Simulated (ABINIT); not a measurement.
**Geometry relaxation, with input and output: TiAl (part 1 of 3)**

The run: geometry relaxation of TiAl (P-6m2, 2 atoms in the cell). Method and program: Kohn-Sham DFT of a periodic cell, LDA, PseudoDojo NC SR LDA v0.4.1 standard, no spin polarisation (ABINIT 10.8.3).

The structure derives from a Materials Project entry.

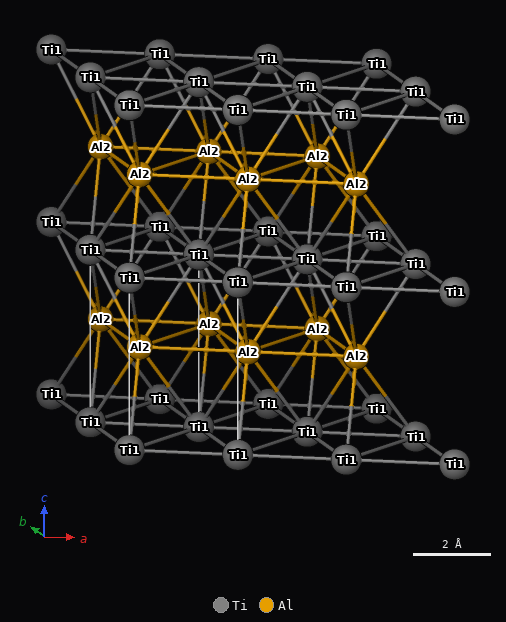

Figure 1. The input geometry (ball-and-stick view of the cell of the calculation, repeated 3 × 2 × 2, seen slightly off an axis; atoms are numbered from 1 in the order of the input). An atom can appear more than once, as a periodic image. Near neighbours in the periodic cell (some may lie outside the picture): Ti has 6 Al at 2.87 Å and 6 Ti at 2.87 Å; Al has 6 Al at 2.87 Å and 6 Ti at 2.87 Å.

**Results in brief**

```csv
quantity,value
outcome,converged
space group (tolerance 0.01 Å),P-6m2 (187)
electrons treated,15
free energy,−1679.6980 eV
Fermi energy,8.968 eV
gap on the k-point mesh,none (metallic)
pressure,0.00 GPa
final volume,31.44 Å³
largest force (length of the vector) at the end,under 0.001 eV/Å
final cell,"a = 2.819 Å, b = 2.819 Å, c = 4.568 Å, α = 90.00°, β = 90.00°, γ = 120.00°"
hardware,"4 threads of Intel Xeon @ 2.50GHz (Skylake/Cascade Lake), 189 GiB of memory available, shared host"
wall time,3.5 min (CPU time 14 min)
peak memory,0.32 GiB
```

**The input**
```
# Pseudopotentials
pp_dirpath "./"
pseudos "Ti.upf, Al.upf"

# Structure
acell 3*1.0 Angstrom
rprim
     2.8672622327     0.0000000000     0.0000000000
    -1.4336311163     2.4831219328     0.0000000000
     0.0000000000     0.0000000000     4.6780830000
ntypat 2
znucl 22 13
natom 2
typat 1 2
chkprim 0
chksymtnons 0
tolsym 1.0e-6
xred
            0.0            0.0            0.0
            1/3            2/3            1/2

# Plane-wave basis
ecut 42.0
ecutsm 0.5

# k points
kptopt 1
ngkpt 8 8 4
nshiftk 1
shiftk 0.0 0.0 0.0

# Exchange and correlation
ixc 7

# Bands and occupations
nband 12
occopt 3
tsmear 0.00183747

# SCF cycle
nstep 80
tolvrs 1.0e-12

# Output
iomode 3
prteig 0
prtebands 0
prtwf 0
prtden 0

# Relaxation
ionmov 2
optcell 2
ntime 50
tolmxf 2.0e-5
dilatmx 1.08
```

Launched with:
```bash
mpirun --bind-to none -np 4 abinit run.abi > log 2>&1
```

**The program's output**
```
.Version 10.8.3 of ABINIT
 Symmetries : space group P-6 m 2 (#187); Bravais hP (primitive hexag.)
================================================================================
 Values of the parameters that define the memory need of the present run
     intxc =       0    ionmov =       2      iscf =       7    lmnmax =       6
     lnmax =       6     mgfft =      60  mpssoang =       3    mqgrid =    3001
     natom =       2  nloc_mem =       1    nspden =       1   nspinor =       1
    nsppol =       1      nsym =      12    n1xccc =    2501    ntypat =       2
    occopt =       3   xclevel =       1
       mpw =        3701          nfft =       77760          nkpt =          30
================================================================================
================================================================================

--------------------------------------------------------------------------------
------------- Echo of variables that govern the present computation ------------
--------------------------------------------------------------------------------
 -outvars: echo values of preprocessed input variables --------
            acell      1.8897261259E+00  1.8897261259E+00  1.8897261259E+00 Bohr
              amu      4.78800000E+01  2.69815390E+01
          chkprim           0
      chksymtnons           0
          dilatmx      1.08000000E+00
             ecut      4.20000000E+01 Hartree
           ecutsm      5.00000000E-01 Hartree
           ionmov           2
              ixc           7
         kptrlatt        8    0    0      0    8    0      0    0    4
          kptrlen      3.53611827E+01
            natom           2
            nband          12
            ngfft          36      36      60
             nkpt          30
            nstep          80
             nsym          12
            ntime          50
           ntypat           2
           occopt           3
          optcell           2
           prtden           0
        prtebands           0
           prteig           0
            prtwf           0
            rprim      2.8672622327E+00  0.0000000000E+00  0.0000000000E+00
                      -1.4336311163E+00  2.4831219328E+00  0.0000000000E+00
                       0.0000000000E+00  0.0000000000E+00  4.6780830000E+00
          spgroup         187
           tolmxf      2.00000000E-05
           tolsym      1.00000000E-06
           tolvrs      1.00000000E-12
           tsmear      1.83747000E-03 Hartree
            typat      1  2
           xangst      0.0000000000E+00  0.0000000000E+00  0.0000000000E+00
                       3.3333239098E-11  1.6554146219E+00  2.3390415000E+00
            xcart      0.0000000000E+00  0.0000000000E+00  0.0000000000E+00
                       6.2990692785E-11  3.1282802602E+00  4.4201478321E+00
             xred      0.0000000000E+00  0.0000000000E+00  0.0000000000E+00
                       3.3333333333E-01  6.6666666667E-01  5.0000000000E-01
            znucl       22.00000   13.00000

================================================================================

 chkinp: Checking input parameters for consistency.

================================================================================
== DATASET  1 ==================================================================

--- !DatasetInfo
iteration_state: {dtset: 1, }
dimensions: {natom: 2, nkpt: 30, mband: 12, nsppol: 1, nspinor: 1, nspden: 1, mpw: 3701, }
cutoff_energies: {ecut:  42.0, pawecutdg:  -1.0, }
electrons: {nelect:   1.50000000E+01, charge:   0.00000000E+00, occopt:   3.00000000E+00, tsmear:   1.83747000E-03, }
meta: {optdriver: 0, ionmov: 2, optcell: 2, iscf: 7, paral_kgb: 0, }
...

 Exchange-correlation functional for the present dataset will be:
  LDA: Perdew-Wang 92 LSD fit to Ceperley-Alder data - ixc=7
  J.P.Perdew and Y.Wang, PRB 45, 13244 (1992)

 Real(R)+Recip(G) space primitive vectors, cartesian coordinates (Bohr,Bohr^-1):
 R(1)=  5.4183404  0.0000000  0.0000000  G(1)=  0.1845584  0.1065548  0.0000000
 R(2)= -2.7091702  4.6924204  0.0000000  G(2)=  0.0000000  0.2131096  0.0000000
 R(3)=  0.0000000  0.0000000  8.8402957  G(3)=  0.0000000  0.0000000  0.1131184
 Unit cell volume ucvol=  2.2476567E+02 bohr^3
 Angles (23,13,12)=  9.00000000E+01  9.00000000E+01  1.20000000E+02 degrees

 getcut: wavevector=  0.0000  0.0000  0.0000  ngfft=  36  36  60
         ecut(hartree)=     48.989   => boxcut(ratio)=   2.10874

--- Pseudopotential description ------------------------------------------------
- pspini: atom type   1  psp file is ./Ti.upf
  22.00000  12.00000  180309                  znucl, zion, pspdat
12 -1012 2 -1 1568                            pspcod,pspxc,lmax,lloc,mmax
     nproj     2     2     2

- pspini: atom type   2  psp file is ./Al.upf
  13.00000   3.00000  180309                  znucl, zion, pspdat
12 -1012 2 -1 1854                            pspcod,pspxc,lmax,lloc,mmax
     nproj     2     2     2

   2.31270353E+02                                ecore*ucvol(ha*bohr**3)
--------------------------------------------------------------------------------

================================================================================

=== [ionmov= 2] Broyden-Fletcher-Goldfarb-Shanno method (forces)
================================================================================

--- Iteration: ( 1/50) Internal Cycle: (1/1)
--------------------------------------------------------------------------------

---SELF-CONSISTENT-FIELD CONVERGENCE--------------------------------------------

--- !BeginCycle
iteration_state: {dtset: 1, itime: 1, icycle: 1, }
solver: {iscf: 7, nstep: 80, nline: 4, wfoptalg: 0, }
tolerances: {tolvrs: 1.00E-12, }
...

     iter   Etot(hartree)      deltaE(h)  residm     vres2
 ETOT  1  -61.650294398859    -6.165E+01 2.122E-01 7.293E+01
 ETOT  2  -61.666567351976    -1.627E-02 5.617E-02 7.429E+02
 ETOT  3  -61.722959941094    -5.639E-02 2.783E-02 3.972E+01
 ETOT  4  -61.726319008458    -3.359E-03 8.658E-03 6.193E-02
 ETOT  5  -61.726332101352    -1.309E-05 7.280E-03 2.627E-02
 ETOT  6  -61.726334352419    -2.251E-06 3.605E-03 4.654E-04
 ETOT  7  -61.726334438297    -8.588E-08 2.381E-03 2.175E-04
 ETOT  8  -61.726334461469    -2.317E-08 9.784E-04 3.732E-06
 ETOT  9  -61.726334462783    -1.314E-09 6.879E-04 4.318E-07
 ETOT 10  -61.726334462930    -1.466E-10 1.123E-03 2.332E-08
 ETOT 11  -61.726334462950    -2.015E-11 6.876E-04 1.069E-09
 ETOT 12  -61.726334462951    -1.400E-12 1.595E-03 1.438E-12
 ETOT 13  -61.726334462951     5.187E-13 8.291E-04 6.213E-11
 ETOT 14  -61.726334462949     1.819E-12 1.781E-03 2.278E-12
 ETOT 15  -61.726334462950    -8.029E-13 7.604E-04 1.377E-12
 ETOT 16  -61.726334462952    -2.096E-12 1.538E-03 1.148E-13

 At SCF step   16       vres2   =  1.15E-13 < tolvrs=  1.00E-12 =>converged.

 Cartesian components of stress tensor (hartree/bohr^3)
  sigma(1 1)=  1.86827235E-04  sigma(3 2)=  0.00000000E+00
  sigma(2 2)=  1.86827235E-04  sigma(3 1)=  0.00000000E+00
  sigma(3 3)=  2.56369226E-04  sigma(2 1)= -9.59413281E-14

--- !ResultsGS
iteration_state: {dtset: 1, itime: 1, icycle: 1, }
comment   : Summary of ground state results
lattice_vectors:
- [  5.4183404,   0.0000000,   0.0000000, ]
- [ -2.7091702,   4.6924204,   0.0000000, ]
- [  0.0000000,   0.0000000,   8.8402957, ]
lattice_lengths: [   5.41834,    5.41834,    8.84030, ]
lattice_angles: [ 90.000,  90.000, 120.000, ] # degrees, (23, 13, 12)
lattice_volume:   2.2476567E+02
convergence: {deltae: -2.096E-12, res2:  1.148E-13, residm:  1.538E-03, diffor: null, }
etotal    :  -6.17263345E+01
entropy   :   0.00000000E+00
fermie    :   3.06379291E-01
cartesian_stress_tensor: # hartree/bohr^3
- [  1.86827235E-04,  -9.59413281E-14,   0.00000000E+00, ]
- [ -9.59413281E-14,   1.86827235E-04,   0.00000000E+00, ]
- [  0.00000000E+00,   0.00000000E+00,   2.56369226E-04, ]
pressure_GPa:  -6.1786E+00
xred      :
- [  0.0000E+00,   0.0000E+00,   0.0000E+00, Ti]
- [  3.3333E-01,   6.6667E-01,   5.0000E-01, Al]
cartesian_forces: # hartree/bohr
- [ -1.04825429E-29,   6.05209897E-30,  -0.00000000E+00, ]
- [  1.04825429E-29,  -6.05209897E-30,  -0.00000000E+00, ]
force_length_stats: {min:   1.21041979E-29, max:   1.21041979E-29, mean:   1.21041979E-29, }
...

 Integrated electronic density in atomic spheres:
 ------------------------------------------------
 Atom  Sphere_radius  Integrated_density
    1        2.00000          9.53325919
    2        2.00000          0.93252545

---OUTPUT-----------------------------------------------------------------------

 Cartesian coordinates (xcart) [bohr]
  0.00000000000000E+00  0.00000000000000E+00  0.00000000000000E+00
  6.29906927847515E-11  3.12828026015119E+00  4.42014783213253E+00
 Reduced coordinates (xred)
  0.00000000000000E+00  0.00000000000000E+00  0.00000000000000E+00
  3.33333333333333E-01  6.66666666666667E-01  5.00000000000000E-01
 Cartesian forces (fcart) [Ha/bohr]; max,rms= 1.04825E-29 6.98836E-30 (free atoms)
 -1.04825429000284E-29  6.05209896540713E-30 -0.00000000000000E+00
  1.04825429000284E-29 -6.05209896540713E-30 -0.00000000000000E+00
 Gradient of E wrt nuclear positions in reduced coordinates (gred)
  5.67979851759128E-29 -5.67979851759128E-29 -0.00000000000000E+00
 -5.67979851759128E-29  5.67979851759128E-29 -0.00000000000000E+00
 Scale of Primitive Cell (acell) [bohr]
  1.88972612590778E+00  1.88972612590778E+00  1.88972612590778E+00
 Real space primitive translations (rprimd) [bohr]
  5.41834035096187E+00  0.00000000000000E+00  0.00000000000000E+00
 -2.70917017538645E+00  4.69242039022679E+00  0.00000000000000E+00
  0.00000000000000E+00  0.00000000000000E+00  8.84029566426505E+00
 Unitary Cell Volume (ucvol) [Bohr^3]=  2.24765673079927E+02
 Angles (23,13,12)= [degrees]
  9.00000000000000E+01  9.00000000000000E+01  1.19999999999433E+02
 Lengths [Bohr]
  5.41834035096187E+00  5.41834035086571E+00  8.84029566426505E+00
 Stress tensor in cartesian coordinates (strten) [Ha/bohr^3]
  1.86827234788037E-04 -9.59413281166030E-14  0.00000000000000E+00
 -9.59413281166030E-14  1.86827234902740E-04  0.00000000000000E+00
  0.00000000000000E+00  0.00000000000000E+00  2.56369226494135E-04
 Total energy (etotal) [Ha]= -6.17263344629517E+01

--- Iteration: ( 2/50) Internal Cycle: (1/1)
--------------------------------------------------------------------------------

---SELF-CONSISTENT-FIELD CONVERGENCE--------------------------------------------

--- !BeginCycle
iteration_state: {dtset: 1, itime: 2, icycle: 1, }
solver: {iscf: 7, nstep: 80, nline: 4, wfoptalg: 0, }
tolerances: {tolvrs: 1.00E-12, }
...

     iter   Etot(hartree)      deltaE(h)  residm     vres2
 ETOT  1  -61.637098078482    -6.164E+01 1.739E+00 1.330E+03
 ETOT  2  -61.526563038791     1.105E-01 1.095E-02 2.828E+03
 ETOT  3  -61.726727191903    -2.002E-01 7.017E-01 2.424E-01
 ETOT  4  -61.727087147834    -3.600E-04 2.117E-01 1.263E-01
 ETOT  5  -61.727068517713     1.863E-05 3.084E-03 2.947E-01
 ETOT  6  -61.727107867577    -3.935E-05 2.333E-01 4.904E-03
 ETOT  7  -61.727108195868    -3.283E-07 5.257E-03 2.689E-05
 ETOT  8  -61.727108202532    -6.665E-09 1.131E-01 9.648E-06
 ETOT  9  -61.727108203465    -9.323E-10 3.580E-03 5.182E-08
 ETOT 10  -61.727108203498    -3.275E-11 5.170E-02 3.190E-08
 ETOT 11  -61.727108203504    -6.402E-12 2.072E-03 2.406E-10
 ETOT 12  -61.727108203506    -1.741E-12 2.291E-02 8.045E-12
 ETOT 13  -61.727108203503     2.295E-12 1.101E-03 7.522E-13

 At SCF step   13       vres2   =  7.52E-13 < tolvrs=  1.00E-12 =>converged.

 Cartesian components of stress tensor (hartree/bohr^3)
  sigma(1 1)=  1.29831647E-04  sigma(3 2)=  0.00000000E+00
  sigma(2 2)=  1.29831647E-04  sigma(3 1)=  0.00000000E+00
  sigma(3 3)=  1.80172199E-04  sigma(2 1)= -9.83570556E-14

--- !ResultsGS
iteration_state: {dtset: 1, itime: 2, icycle: 1, }
comment   : Summary of ground state results
lattice_vectors:
- [  5.3879715,   0.0000000,   0.0000000, ]
- [ -2.6939858,   4.6661202,   0.0000000, ]
- [  0.0000000,   0.0000000,   8.7723043, ]
lattice_lengths: [   5.38797,    5.38797,    8.77230, ]
lattice_angles: [ 90.000,  90.000, 120.000, ] # degrees, (23, 13, 12)
lattice_volume:   2.2054383E+02
convergence: {deltae:  2.295E-12, res2:  7.522E-13, residm:  1.101E-03, diffor: null, }
etotal    :  -6.17271082E+01
entropy   :   0.00000000E+00
fermie    :   3.13880223E-01
cartesian_stress_tensor: # hartree/bohr^3
- [  1.29831647E-04,  -9.83570556E-14,   0.00000000E+00, ]
- [ -9.83570556E-14,   1.29831647E-04,   0.00000000E+00, ]
- [  0.00000000E+00,   0.00000000E+00,   1.80172199E-04, ]
pressure_GPa:  -4.3135E+00
xred      :
- [ -1.2898E-30,   1.2898E-30,   0.0000E+00, Ti]
- [  3.3333E-01,   6.6667E-01,   5.0000E-01, Al]
cartesian_forces: # hartree/bohr
- [  3.51387560E-30,  -5.97350345E-29,  -0.00000000E+00, ]
- [ -3.51387560E-30,   5.97350345E-29,  -0.00000000E+00, ]
force_length_stats: {min:   5.98382960E-29, max:   5.98382960E-29, mean:   5.98382960E-29, }
...

 Integrated electronic density in atomic spheres:
 ------------------------------------------------
 Atom  Sphere_radius  Integrated_density
    1        2.00000          9.54174466
    2        2.00000          0.94241284

---OUTPUT-----------------------------------------------------------------------

 Cartesian coordinates (xcart) [bohr]
 -1.04237901649036E-29  6.01817805796560E-30  0.00000000000000E+00
  6.26381622147421E-11  3.11074682162643E+00  4.38615213571112E+00
 Reduced coordinates (xred)
 -1.28976060575958E-30  1.28976060585114E-30  0.00000000000000E+00
  3.33333333333333E-01  6.66666666666667E-01  5.00000000000000E-01
 Cartesian forces (fcart) [Ha/bohr]; max,rms= 5.97350E-29 3.45477E-29 (free atoms)
  3.51387559651477E-30 -5.97350345241080E-29 -0.00000000000000E+00
 -3.51387559651477E-30  5.97350345241080E-29 -0.00000000000000E+00
 Gradient of E wrt nuclear positions in reduced coordinates (gred)
 -1.89326617253043E-29  2.88197184040743E-28 -0.00000000000000E+00
  1.89326617253043E-29 -2.88197184040743E-28 -0.00000000000000E+00
 Scale of Primitive Cell (acell) [bohr]
  5.38797154460523E+00  5.38797154450961E+00  8.77230427142224E+00
 Real space primitive translations (rprimd) [bohr]
  5.38797154460523E+00  0.00000000000000E+00  0.00000000000000E+00
 -2.69398577220866E+00  4.66612023243964E+00  0.00000000000000E+00
  0.00000000000000E+00  0.00000000000000E+00  8.77230427142224E+00
 Unitary Cell Volume (ucvol) [Bohr^3]=  2.20543826537003E+02
 Angles (23,13,12)= [degrees]
  9.00000000000000E+01  9.00000000000000E+01  1.19999999999433E+02
 Lengths [Bohr]
  5.38797154460523E+00  5.38797154450961E+00  8.77230427142224E+00
 Stress tensor in cartesian coordinates (strten) [Ha/bohr^3]
  1.29831646664228E-04 -9.83570556292607E-14  0.00000000000000E+00
 -9.83570556292607E-14  1.29831646781818E-04  0.00000000000000E+00
  0.00000000000000E+00  0.00000000000000E+00  1.80172199171649E-04
 Total energy (etotal) [Ha]= -6.17271082035034E+01
```
